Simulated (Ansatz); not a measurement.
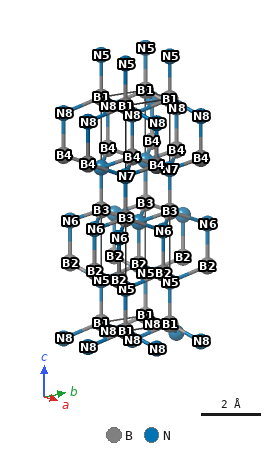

A crystal of BN (built on the 4H polytype type), before the relaxation. A ball-and-stick model of the cell of the calculation, seen slightly off an axis.

Method: DFT, PBE, plane waves, PAW in Ansatz 0.2.0.

Input
```yaml
crystal:
  lattice:
    - [2.3841700163, 0.0, 0.0]
    - [-1.1920850082, 2.0647518011, 0.0]
    - [0.0, 0.0, 7.7866992733]
  atoms:
    - { symbol: B, position: [0.0, 0.0, 0.0] }
    - { symbol: B, position: [0.3333333333, 0.6666666667, 0.25] }
    - { symbol: B, position: [0.0, 0.0, 0.5] }
    - { symbol: B, position: [0.6666666667, 0.3333333333, 0.75] }
    - { symbol: "N", position: [0.0, 0.0, 0.1875] }
    - { symbol: "N", position: [0.3333333333, 0.6666666667, 0.4375] }
    - { symbol: "N", position: [0.0, 0.0, 0.6875] }
    - { symbol: "N", position: [0.6666666667, 0.3333333333, 0.9375] }
kpoints:
  mp_grid: { grid: [12, 12, 4] }
hamiltonian:
  xc: pbe
scf:
  occupations: { method: fermi_dirac, width: 0.02 }
relax:
  f_tol: 0.005
  cell: {}
```

Command:
```bash
ansatz run input.yaml --threads 2 --pin off --max-ram 29491MiB --backend cpu --events-out ev --progress --plain --runs-dir out
```

Where does the relaxation end?

Answer. Over 7 accepted moves (9 points after the start) the energy falls by 372 meV per atom. Largest force component: 0.31 eV/Å at the start, 0.0038 eV/Å at the end. The pressure goes from 120.59 to 0.05 GPa. The SCF was repeated twice at an unchanged geometry on a basis and grid sized afresh for the cell, which shifted the energy by 19.6 meV per atom at most. The largest moves relative to the cell, 0.004 Å, are those of N5 and N7. N7 goes along −c. By element the largest moves are N 0.004 Å, B 0.003 Å. The drawn cell changes as follows: a = b 2.384 → 2.558 Å (+7.3 %), c 7.787 → 8.409 Å (+8.0 %); the volume changes by +24.4 %. Among the contacts that change: B2–N6 1.460 → 1.583 Å, B1–N5 1.460 → 1.569 Å. The space group stays P6_3mc (No. 186).

Final geometry:

```xyz
8
Lattice="2.5584 0.0000 0.0000 -1.2792 2.2157 0.0000 0.0000 0.0000 8.4089" Properties=species:S:1:pos:R:3 pbc="T T T"
B     0.0000    0.0000    0.0031
B     0.0000    1.4771    2.0997
B     0.0000    0.0000    4.2076
B     1.2792    0.7386    6.3042
N     0.0000    0.0000    1.5726
N     0.0000    1.4771    3.6824
N     0.0000    0.0000    5.7770
N     1.2792    0.7386    7.8869
```

After the run, drawn alike:

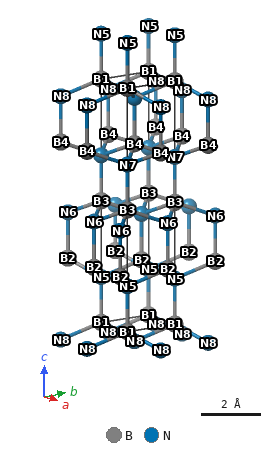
